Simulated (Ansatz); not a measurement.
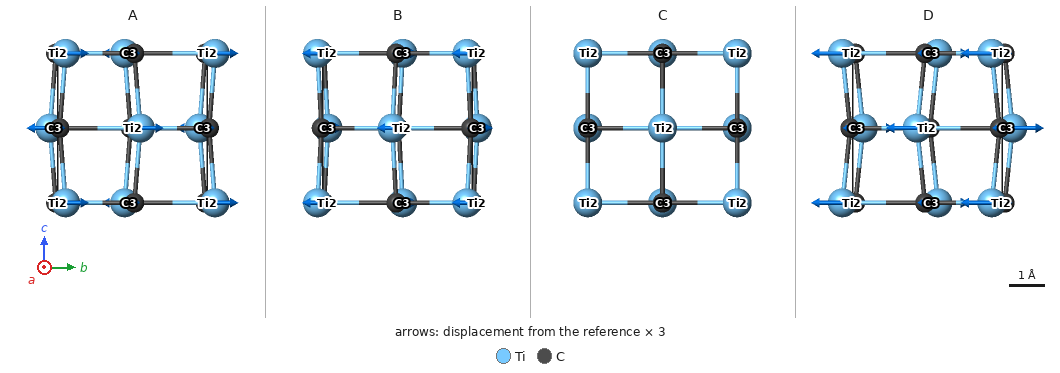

Energy scan for solid TiC (Fm-3m), in which a normal mode of wave vector (0, 1/2, 1/2) of the primitive cell, folded into a doubled cell, (one arbitrary combination within a set of 2 degenerate modes) is frozen in with the cell fixed, the amplitude being the largest displacement of an atom. Style: ball-and-stick. Shown: the conventional cell (2 times the calculation's cell), along the a axis. Blue arrows: displacements from the reference. Lengths and directions refer to the drawn axes.

Theory: DFT PBEsol, scalar-relativistic, plane waves, PAW (Ansatz 0.2.0). Set-up: plane-wave cutoff 420 eV; k-point mesh 20 × 20 × 14; occupations gaussian; smearing width 0.15 eV; no spin polarisation. Energies (free energies at the smearing named) are counted from the relaxed crystal.

**Rank the frames from lowest to highest energy.**

Lowest first: C (the amplitude 0.00 Å, 0 meV/cell), B (the amplitude −0.15 Å, 358 meV/cell), A (the amplitude 0.225 Å, 814 meV/cell), D (the amplitude −0.30 Å, 1460 meV/cell). Over the whole scan: the harmonic wavenumber of the mode is 297 cm⁻¹, a stable vibration. The lowest computed point lies at the amplitude 0.00 Å (0 meV/cell). The end points stand at 1460 meV/cell (−0.30 Å) and 1460 meV/cell (0.30 Å). The well is symmetric. At the highest point the shortest interatomic distance is 1.92 Å, against 2.15 Å in the reference.
